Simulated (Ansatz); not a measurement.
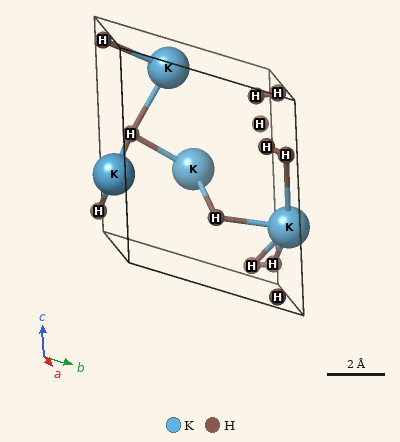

Fig. 1: The structure (ball-and-stick view of the cell of the calculation, seen slightly off an axis). An atom can appear more than once, as a periodic image.

**Single-point calculation of K₃H₈**

The run: single-point calculation of K₃H₈ (11 atoms in the cell). Method and program: DFT PBE, scalar-relativistic, plane waves, PAW, no spin polarisation (Ansatz 0.2.0).

The structure was made by a generator, so it may or may not be a known phase.

**Output**
```
Engine: ansatz 0.2.0, x86_64-unknown-linux-gnu
Pseudopotentials: kind: paw
Pseudopotential: K, paw, valence charge 9, recommended cutoff 420 eV (normal), K.paw.azcp
Pseudopotential: H, paw, valence charge 1, recommended cutoff 420 eV (normal), H.paw.azcp
Functional definition: PBE
  parameter kappa = 0.804
  parameter beta = 0.06672455060314922
  exchange = pbe_x(kappa = kappa, mu = beta*pi^2/3)
  correlation = pbe_c(beta = beta)
Crystal: 11 atoms, lattice volume = 219.335 Å³
Basis set: ecut = 420 eV, 4293 PW (Γ), exchange–correlation on 64×96×108 points (8 copies of the dense FFT grid, shifted against one another)
Bands: 29, of which v1, the nominal top of the filled ones, is band 18 counted from 1 (17 counted from 0)
Symmetry: 1 space group operations
Space group: P1 (ITA 1), of the structure as read, at distance tolerance 6.0e-5 Å
k-points: 36 of 64 (time reversal used)
Non-local potential: K, projectors of the file, l = 0: 3, l = 1: 2, l = 2: 2
Non-local potential: H, projectors of the file, l = 0: 2, l = 1: 1
PAW form: soft (Blöchl's): semilocal exchange-correlation on the pseudo side does not see the compensation charge
PAW one-centre angular grid: K, 110 points (default); XC on 64 Gauss nodes
PAW one-centre angular grid: H, 110 points (default); XC on 64 Gauss nodes
Initial density: superposition of atomic densities (neutral atoms: chi_scale 0, normalization atom), corrected by the library's trained network
Initial wavefunctions: pseudopotential atomic-orbital guess
Functional: x = pbe(κ = 0.804, μ = 0.2195149727645171), c = pbe(β = 0.06672455060314922)
SCF iter   1: F=—  HF=-4740.494856 eV  |F-HF|=—  |Δ(HF+E_count)|=         —  Δρ=5.99e-3  dr2=2.93e-1  ethr=1.77e-3  ⟨swp⟩=9.1  Hψ=6252  notcnv=0
preconditioner: auto → LDOS  [metal: Δε(μ)=0.066 eV  Ē_g=7.475 eV  σ=0.100 eV  W_gap=0.34  n_scr=34 (ndim 8)  ℏωp=7.3 eV  f_vac=0.078  D(μ)=2.03/eV (n_scr^D=6)  β→1.0]
SCF iter   2: F=—  HF=-4740.390439 eV  |F-HF|=—  |Δ(HF+E_count)|=   1.04e-1  Δρ=3.07e-3  dr2=3.94e-2  ethr=8.37e-4  ⟨swp⟩=3.0  Hψ=1857  notcnv=0  defer=191
SCF iter   3: F=—  HF=-4740.412099 eV  |F-HF|=—  |Δ(HF+E_count)|=   2.17e-2  Δρ=1.33e-3  dr2=1.12e-2  ethr=1.12e-4  ⟨swp⟩=2.2  Hψ=1332  notcnv=0  defer=191
SCF iter   4: F=—  HF=-4740.413908 eV  |F-HF|=—  |Δ(HF+E_count)|=   1.81e-3  Δρ=7.74e-4  dr2=1.87e-3  ethr=3.19e-5  ⟨swp⟩=2.0  Hψ=1382  notcnv=0  defer=191
SCF iter   5: F=—  HF=-4740.413796 eV  |F-HF|=—  |Δ(HF+E_count)|=   1.12e-4  Δρ=3.19e-4  dr2=2.90e-4  ethr=5.35e-6  ⟨swp⟩=2.0  Hψ=1367  notcnv=0  defer=191
SCF iter   6: F=—  HF=-4740.413838 eV  |F-HF|=—  |Δ(HF+E_count)|=   4.21e-5  Δρ=7.60e-5  dr2=2.83e-5  ethr=8.28e-7  ⟨swp⟩=2.0  Hψ=1367  notcnv=0  defer=191
SCF iter   7: F=—  HF=-4740.413923 eV  |F-HF|=—  |Δ(HF+E_count)|=   8.50e-5  Δρ=3.93e-5  dr2=4.92e-6  ethr=8.09e-8  ⟨swp⟩=2.0  Hψ=1466  notcnv=0  defer=191
SCF iter   8: F=—  HF=-4740.413923 eV  |F-HF|=—  |Δ(HF+E_count)|=   1.20e-7  Δρ=1.14e-5  dr2=5.23e-7  ethr=1.41e-8  ⟨swp⟩=2.0  Hψ=1378  notcnv=0  defer=191
SCF iter   9: F=-4740.413924 eV  HF=-4740.413924 eV  |F-HF|=2.84e-9  |Δ(HF+E_count)|=   2.15e-7  Δρ=5.50e-6  dr2=8.98e-8  ethr=2.86e-10  ⟨swp⟩=13.7  Hψ=5746  notcnv=0
SCF 1 converged in 9 iterations: F = -4740.413924 eV  dr2 = 8.98e-8
  greatest PAW one-centre occupation: 0.988 electrons in one spin orbital (limit 2), on the K atom at site 2 (counted from 0), in its partial waves of l = 0
```

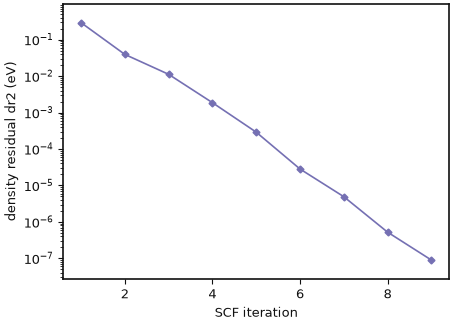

Fig. 2: Convergence of the self-consistent field: density residual dr2 against the SCF iteration. The residual falls at every step.

```
SCF converged after 9 iterations
Free energy (F): -4740.413924 eV
Harris-Foulkes:  -4740.413924 eV  (|F-HF|=2.84e-9)
Internal energy: -4740.402349 eV  (E = F + TS)
E sigma→0 (E₀):  -4740.408136 eV
Entropy (-TS):   -0.011575 eV (-1.052 meV/atom)
Fermi energy:    2.316766 eV
--- Per-component energies (eV) ---
  E_band       = -446.408008
  E_kinetic    = 867.427421
  E_local      = -2264.614013  (includes V_loc(G=0)·N_el)
  E_nonlocal   = 50.660589
  E_hartree    = 788.051930
  E_xc         = -475.137495
  E_vxc        = -584.236358  (∫ρ·V_xc dr)
  E_paw        = -2349.642528  (= ΣΔE_a)
  E_vpaw       = -91.742327  (= ΣTr[D̂ρ^β])
  E_aug_tail   = -0.009548  (compensation charges beyond the density's cutoff)
  E_ewald      = -1357.138706
  E_smearing   = -0.011575  (= −TS)
  E_closure    = 0.000000  (closes the sum)
  Σ components = -4740.413924   (vs F -4740.413924, Δ=0.00e0)
--- Forces (eV/Å), atoms counted from 1 ---
  atom   1  K      0.00040608     0.03215586    -0.01532515
  atom   2  K     -0.00200789    -0.02238759     0.01693104
  atom   3  K      0.01121081     0.01797942     0.00481165
  atom   4  H      0.00459303     0.06227043     0.02613239
  atom   5  H     -0.07805191    -0.24449984    -0.00132200
  atom   6  H     -0.01357119    -0.06909542    -0.00884299
  atom   7  H      0.03238608     0.04097984    -0.00438682
  atom   8  H      0.00152641    -0.01411702     0.04483361
  atom   9  H      0.00885530     0.04558376    -0.03147031
  atom  10  H      0.04037780     0.24681734     0.01698806
  atom  11  H     -0.00567015    -0.09572654    -0.04852220
  max |Σ_I F_I| component: 1.73e-4 eV/Å
--- Stress (GPa, compression-positive) ---
       -0.161241       0.141073      -0.020299
        0.141073       0.363611      -0.138703
       -0.020299      -0.138703       0.313700
  P = ⅓ Tr σ = 0.1720 GPa (1.720 kbar)
--- Band table (eV; the first three rows and the last of 36) ---
  k-point 0: bands = ["-29.6218", "-29.4460", "-29.3943", "-13.1845", "-13.1499", "-13.0668", "-13.0382", "-12.9705", "-12.9277", "-12.8830", "-12.8314", "-12.8167", "-7.1454", "-5.6552", "-5.0845", "-1.0484", "-0.1798", "2.4650", "2.9924", "3.7965", "5.0417", "5.3264", "5.7395", "6.2572", "6.3710", "6.7502", "6.7788", "6.8366", "7.2563"]
  k-point 1: bands = ["-29.6217", "-29.4461", "-29.3943", "-13.1835", "-13.1502", "-13.0551", "-13.0355", "-12.9726", "-12.9425", "-12.8826", "-12.8316", "-12.8167", "-7.1217", "-5.6909", "-5.0829", "-0.9588", "-0.2763", "2.3701", "2.9728", "4.1319", "5.0704", "5.4178", "5.6705", "6.2220", "6.3457", "6.4429", "6.7347", "6.8449", "7.0646"]
  k-point 2: bands = ["-29.6216", "-29.4461", "-29.3943", "-13.1825", "-13.1505", "-13.0470", "-13.0189", "-12.9856", "-12.9563", "-12.8823", "-12.8318", "-12.8167", "-7.0969", "-5.7273", "-5.0814", "-0.8364", "-0.4063", "2.3220", "2.9284", "4.5275", "5.2371", "5.4145", "5.6184", "5.8093", "6.0779", "6.4137", "6.5937", "6.8966", "7.1095"]
  k-point 35: bands = ["-29.6202", "-29.4434", "-29.3937", "-13.1935", "-13.1795", "-13.0402", "-13.0290", "-12.9900", "-12.9573", "-12.9218", "-12.8419", "-12.8308", "-6.4387", "-6.0484", "-5.5291", "-0.3435", "-0.1207", "2.5955", "3.1522", "3.4703", "4.4059", "4.5497", "5.4399", "5.7283", "5.8772", "6.2649", "6.8485", "7.2337", "7.5656"]
```

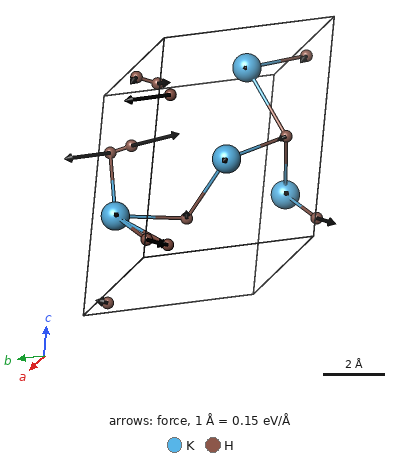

Fig. 3: Forces on the atoms as black arrows (ball-and-stick view of the cell of the calculation, seen at an oblique angle). The largest act on H5 (0.26 eV/Å); H10 (0.25 eV/Å); H11 (0.11 eV/Å). Atoms are counted from 1 in the order of the input and aren't labelled in the picture. The geometry is not a stationary point of this energy.

This output came from the following input.

**Input file**
```yaml
crystal:
  lattice:
    - [4.6671784505, 0.0, 0.0]
    - [-0.2350382566, 6.7317632362, 0.0]
    - [-1.6117743278, -2.5201249331, 6.9811259506]
  atoms:
    - { symbol: K, position: [0.1338128118, 0.5175751959, 0.4369601904] }
    - { symbol: K, position: [0.6292257005, 0.9861262601, 0.3538668569] }
    - { symbol: K, position: [0.4041573449, 0.3594444177, 0.9085259412] }
    - { symbol: H, position: [0.0513143481, 0.8453708327, 0.0563234416] }
    - { symbol: H, position: [0.9094562599, 0.8380470869, 0.7334671416] }
    - { symbol: H, position: [0.5167731583, 0.8455013473, 0.9136696373] }
    - { symbol: H, position: [0.1911467094, 0.1562033781, 0.5203291316] }
    - { symbol: H, position: [0.5821954664, 0.5751664936, 0.2908742862] }
    - { symbol: H, position: [0.5390855916, 0.9678357113, 0.960496157] }
    - { symbol: H, position: [0.9729401893, 0.9403008445, 0.7278786488] }
    - { symbol: H, position: [0.0698924197, 0.968428432, 0.0976085674] }
basis:
  ecutwfc: 420
kpoints:
  mp_grid: { grid: [4, 4, 4] }
hamiltonian:
  xc: pbe
scf:
  occupations: { method: gaussian, width: 0.1 }
  lower_state_search: "off"
output:
  forces: true
  stress: true
  eigenvalues: true
```

Run as:
```bash
ansatz run input.yaml --threads 1 --pin off --max-ram 2560MiB --backend cpu --events-out ev --progress --plain --runs-dir out
```

**Summary**

```json
{"quantity": "outcome", "value": "converged"}
{"quantity": "space group (tolerance 0.01 Å)", "value": "P1 (1)"}
{"quantity": "electrons treated", "value": "35"}
{"quantity": "free energy", "value": "−4740.4139 eV"}
{"quantity": "Fermi energy", "value": "2.317 eV"}
{"quantity": "gap on the k-point mesh", "value": "none (metallic)"}
{"quantity": "pressure", "value": "0.17 GPa"}
{"quantity": "largest force (length of the vector)", "value": "0.257 eV/Å"}
{"quantity": "hardware", "value": "1 thread of Intel Xeon @ 2.70GHz, 189 GiB of memory available, shared host"}
{"quantity": "wall time", "value": "16 s"}
{"quantity": "peak memory", "value": "0.49 GiB"}
```
